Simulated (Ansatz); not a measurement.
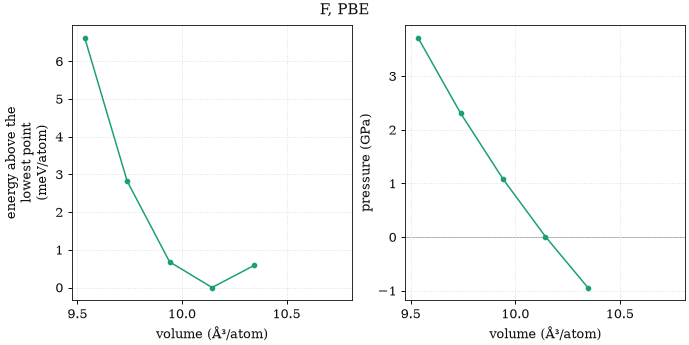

The figure shows the energy above the lowest point and pressure against volume for F, space group Fm-3m (No. 225) (one of a set of cubic test structures, which need not be the stable phase).

Calculation (Ansatz 0.2.0 development build): equation of state of a cubic crystal from periodic Kohn-Sham density functional theory without spin, third-order Birch-Murnaghan fit to the free energies; pressure corrected for the finite basis. Level: PBE.

```csv
setting,value
structure type,fcc
atoms in cell,1
space group number,225
lattice centring,face-centred primitive
k mesh,54×54×54
occupation method,Fermi–Dirac
occupation width,0.06123 eV
wave cutoff,420 eV
datasets,soft-1 PAW
density tolerance,1e-07 eV
bands,8
density cutoff ratio,4
search for lower states,default
```

The points at volume 10.55 Å³/atom and 10.75 Å³/atom are left out of the plot. What values does the calculation give there?

| volume (Å³/atom) | energy above the lowest point (meV/atom) | pressure (GPa) |
| --- | --- | --- |
| 10.55 | 2.313 | −1.763 |
| 10.75 | 5.010 | −2.484 |

Caveats: cubic model structure, not the ambient form; no spin polarisation, a magnetic state may lie lower.
